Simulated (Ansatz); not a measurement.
## Electronic structure of Ga4AsP3 in real space

```xyz
16
Lattice="3.8938 0.0000 0.0000 0.0000 7.7854 0.0000 0.0000 0.0000 11.0032" Properties=species:S:1:pos:R:3 pbc="T T T"
P     0.0000    0.0000   11.0031
P     0.0000    3.8927    5.5015
P     1.9469    5.8379    2.7504
P     1.9469    1.9453    8.2519
P     1.9469    1.9474    2.7504
P     1.9469    5.8401    8.2519
As    0.0000    3.8927    0.0015
As    0.0000    0.0000    5.5031
Ga    1.9469    3.8927    4.1299
Ga    1.9469    0.0000    9.6315
Ga    0.0000    5.8762    1.3986
Ga    0.0000    1.9835    6.9002
Ga    0.0000    1.9092    1.3986
Ga    0.0000    5.8019    6.9002
Ga    1.9469    0.0000    4.0754
Ga    1.9469    3.8927    9.5769
```

Space group Amm2; started from the ordered alloy on zincblende lattice prototype, which need not be the ambient phase.

Theory: DFT, r2SCAN, plane waves, PAW in Ansatz 0.2.0.

The density is the valence pseudo-density of a PAW calculation; it isn't the true density close to the nuclei.

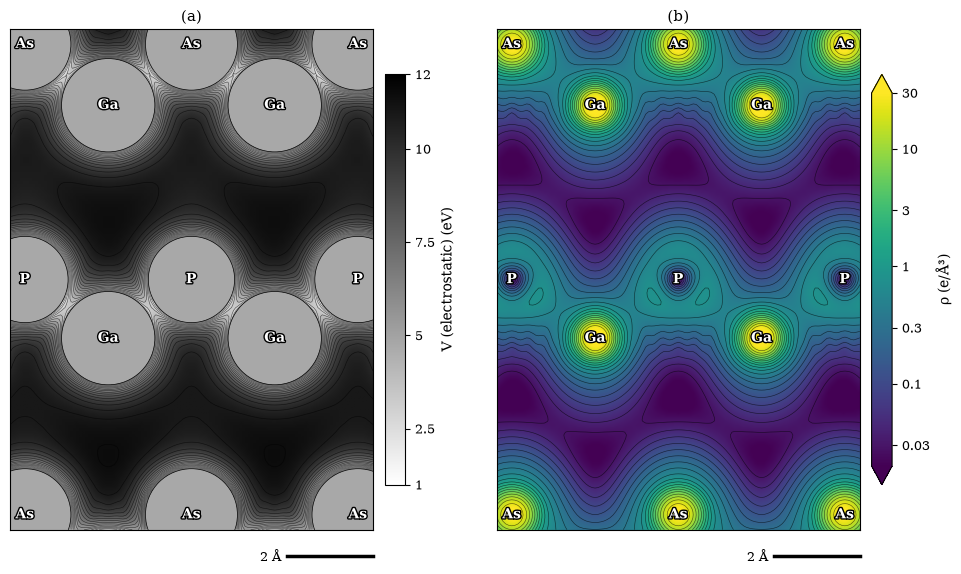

Figure 1. (a) electrostatic potential (local pseudopotential plus Hartree) felt by an electron; (b) valence electron density on the (010) plane of the conventional cell. Grey discs cover the atomic cores in the potential map.

> What does the map show?

The section cuts through P, As and Ga sites.
Ga–P (2.38 Å): ρ is about 0.54 e/Å³ halfway.
Ga–As (2.41 Å): the density is about 0.53 e/Å³ at the midpoint.
Between the atoms the lowest density in this plane is 0.02 e/Å³.
Outside the cores the potential energy rises away from the atoms and is highest about 2.4 Å from the nearest atoms; its zero is arbitrary.

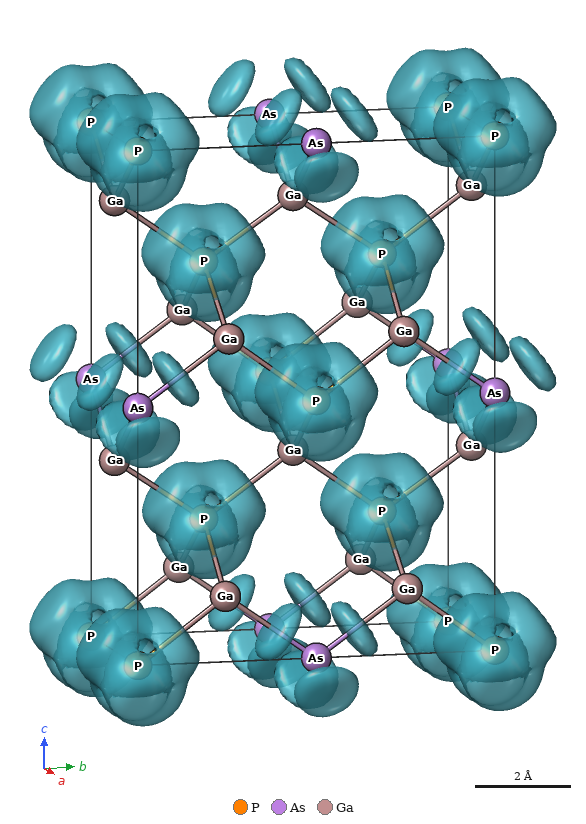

Figure 2. Isosurface of the ELF at 0.7 (cyan), seen slightly off an axis. Only the valence region is drawn (cores and ρ < 0.01 e/Å³ removed). Sticks mark near contacts.

> Identify the bonds, lone pairs and shells in this picture.

At this value the surface marks out eight regions between bonded As–Ga atoms (shared pairs) and six regions on P in which the atom's valence shell and bonds are merged, counted in one cell of 16 atoms. Any copies at cell faces, edges or corners count once. Along the contacts the grid gives the following. Ga–P (2.36 Å): the ELF peaks at about 0.90 between the atoms; a covalent bond. Ga–As (2.41 Å): the ELF peaks at about 0.80 between the atoms; a covalent bond.

> Metal or insulator at this level of theory?

It is gapped, with a Kohn–Sham gap of 1.7 eV on the k-point mesh, an upper bound to the gap of this method.
